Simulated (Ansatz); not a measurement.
**Energy of Yb along a strain of the cell**

System: Yb (1 atom in the cell).
Method: DFT PBE, scalar-relativistic, plane waves, PAW, no spin polarisation (Ansatz 0.2.0).

The 8 runs differ only in the geometry, by a strain of the cell at fixed fractional positions. Against run 4, the strain is εxz = 0.01 η and εzz = η.

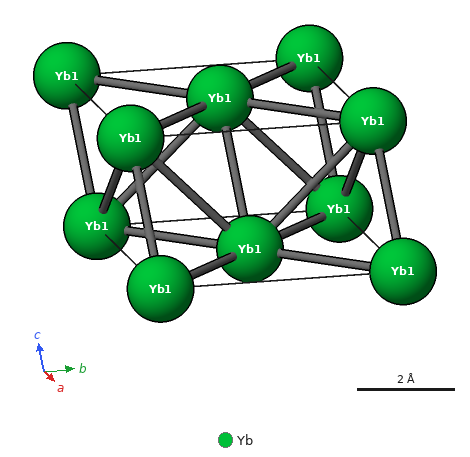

Figure 1. The structure of run 4 (ball-and-stick view of the cell 2 times as large as that of the calculation, set on its symmetry axes, seen slightly off an axis; atoms are numbered from 1 in the order of the input).

### Input of run 4
```yaml
crystal:
  lattice:
    - [-0.0718242098, 2.6117894455, 2.5399652357]
    - [2.5399652357, 0.0, 2.468141026]
    - [2.6117894455, 2.6117894455, -0.0718242098]
  atoms:
    - { symbol: Yb, position: [0.0, 0.0, 0.0] }
basis:
  ecutwfc: 420
kpoints:
  mp_grid: { grid: [14, 14, 14] }
hamiltonian:
  xc: pbe
scf:
  occupations: { method: gaussian, width: 0.15 }
output:
  forces: true
  stress: true
  eigenvalues: true
```

Command:
```bash
ansatz run input.yaml --threads 2 --pin off --max-ram 5120MiB --backend cpu --events-out ev --progress --plain --runs-dir out
```

Lattice vectors (Å) and fractional positions of run 4:
```
  -0.071824    2.611789    2.539965
   2.539965    0.000000    2.468141
   2.611789    2.611789   -0.071824
Yb  0.000000  0.000000  0.000000
```

Run 6 differs from it as follows:
```diff
-    - [-0.0718242098, 2.6117894455, 2.5399652357]
-    - [2.5399652357, 0.0, 2.468141026]
+    - [-0.0718242098, 2.6117894455, 2.755437865]
+    - [2.5399652357, 0.0, 2.6836136553]
```

### Results, with one run withheld

```tsv
run	strain parameter η (%)	free energy per atom, from the lowest run given (meV)	pressure (GPa)
1	−8.4899	31.43	2.56
2	−5.6599	18.85	1.83
3	−2.8300	9.31	1.19
4	0.0000	2.88	0.60
5	2.8300	0.00	0.06
6	8.4899	?	?
7	11.3199	15.90	−1.27
8	14.1498	29.52	−1.62
```

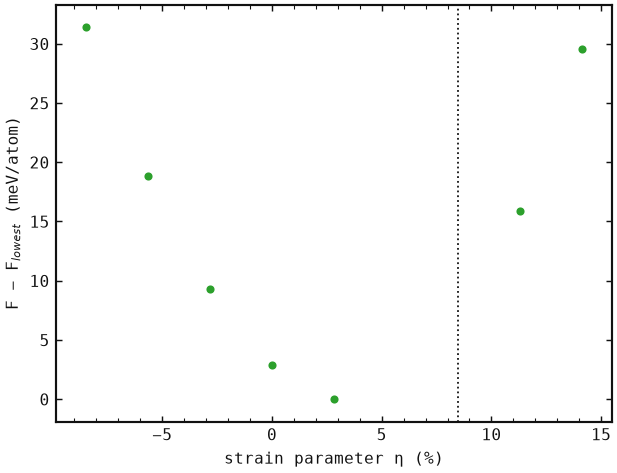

Figure 2. Free energy per atom of the runs given; the dotted line marks run 6.

Fit the runs given and predict run 6.

A cubic polynomial in the coordinate, fitted to the 7 runs given, misses them by at most 0.18 meV per atom. With x = η − 1.6171, it reads F = 0.88971 − 0.87487 x + 0.23072 x² + 0.001754 x³ (meV per atom). At run 6 it gives 6.34 meV per atom, and the run itself gives 6.40. The fit has its minimum at η = 3.4737 %.

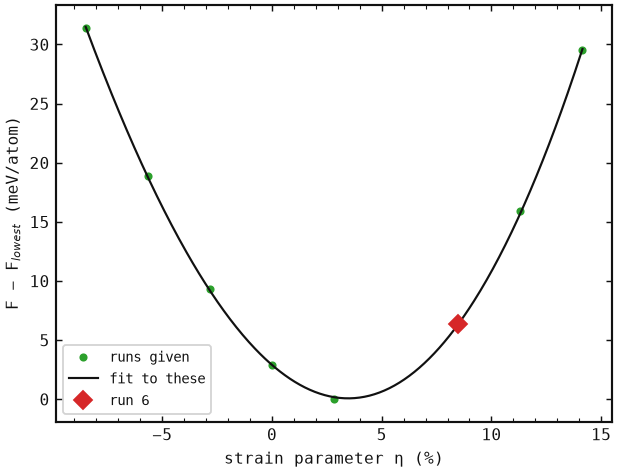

Figure 3. The fit and the withheld run.

### Output, shortened to warnings, some set-up lines, iterations and results (run 6)
```
Basis set: ecut = 420 eV, 753 PW (Γ), exchange–correlation on 54×50×50 points (8 copies of the dense FFT grid, shifted against one another)
Symmetry: 4 space group operations
k-points: 744 of 2744
Initial density: superposition of atomic densities (neutral atoms: chi_scale 0, normalization atom), corrected by the library's trained network
[...]
SCF iter   1: F=—  HF=-13795.031278 eV  |F-HF|=—  |Δ(HF+E_count)|=         —  Δρ=1.22e-2  dr2=4.72e-2  ethr=1.77e-3  ⟨swp⟩=5.2  Hψ=57864  notcnv=0
SCF iter   2: F=—  HF=-13795.020022 eV  |F-HF|=—  |Δ(HF+E_count)|=   1.13e-2  Δρ=3.68e-3  dr2=4.87e-3  ethr=1.97e-4  ⟨swp⟩=2.0  Hψ=26526  notcnv=0
SCF iter   3: F=—  HF=-13795.018512 eV  |F-HF|=—  |Δ(HF+E_count)|=   1.51e-3  Δρ=1.89e-3  dr2=1.62e-3  ethr=2.03e-5  ⟨swp⟩=1.1  Hψ=12000  notcnv=0
SCF iter   4: F=—  HF=-13795.017737 eV  |F-HF|=—  |Δ(HF+E_count)|=   7.75e-4  Δρ=2.94e-4  dr2=5.63e-5  ethr=6.76e-6  ⟨swp⟩=2.0  Hψ=18138  notcnv=0
SCF iter   5: F=—  HF=-13795.017794 eV  |F-HF|=—  |Δ(HF+E_count)|=   5.72e-5  Δρ=2.93e-4  dr2=2.06e-5  ethr=2.35e-7  ⟨swp⟩=2.9  Hψ=20979  notcnv=0
SCF iter   6: F=—  HF=-13795.017794 eV  |F-HF|=—  |Δ(HF+E_count)|=   5.13e-7  Δρ=2.75e-4  dr2=2.27e-5  ethr=8.58e-8  ⟨swp⟩=2.0  Hψ=20709  notcnv=0
SCF iter   7: F=—  HF=-13795.017791 eV  |F-HF|=—  |Δ(HF+E_count)|=   2.77e-6  Δρ=2.08e-5  dr2=2.24e-7  ethr=8.58e-8  ⟨swp⟩=1.1  Hψ=12639  notcnv=0
SCF iter   8: F=-13795.017791 eV  HF=-13795.017791 eV  |F-HF|=5.95e-8  |Δ(HF+E_count)|=   5.52e-9  Δρ=1.34e-5  dr2=5.91e-8  ethr=4.17e-10  ⟨swp⟩=6.9  Hψ=65590  notcnv=0
SCF 1 converged in 8 iterations: F = -13795.017791 eV  dr2 = 5.91e-8
SCF converged after 8 iterations
Free energy (F): -13795.017791 eV
Harris-Foulkes:  -13795.017791 eV  (|F-HF|=5.95e-8)
Internal energy: -13795.003195 eV  (E = F + TS)
E sigma→0 (E₀):  -13795.010493 eV
Entropy (-TS):   -0.014596 eV (-14.596 meV/atom)
Fermi energy:    10.123813 eV
--- Per-component energies (eV) ---
  E_band       = -13.411484
  E_kinetic    = 352.624187
  E_local      = -6383.268854  (includes V_loc(G=0)·N_el)
  E_nonlocal   = 552.356799
  E_hartree    = 2776.054105
  E_xc         = -162.323760
  E_vxc        = -202.029579  (∫ρ·V_xc dr)
  E_paw        = -7355.156992  (= ΣΔE_a)
  E_vpaw       = 114.773369  (= ΣTr[D̂ρ^β])
  E_aug_tail   = 0.000003  (compensation charges beyond the density's cutoff)
  E_ewald      = -3575.288682
  E_smearing   = -0.014596  (= −TS)
  E_closure    = 0.000000  (closes the sum)
  Σ components = -13795.017791   (vs F -13795.017791, Δ=0.00e0)
--- Forces (eV/Å), atoms counted from 1 ---
  atom   1  Yb     0.00000000     0.00000000     0.00000000
  max |Σ_I F_I| component: 1.97e-31 eV/Å
--- Stress (GPa, compression-positive) ---
       -0.641185       0.000000       0.957818
        0.000000      -0.761523      -0.000000
        0.957819      -0.000000      -1.238594
  P = ⅓ Tr σ = -0.8804 GPa (-8.804 kbar)
```
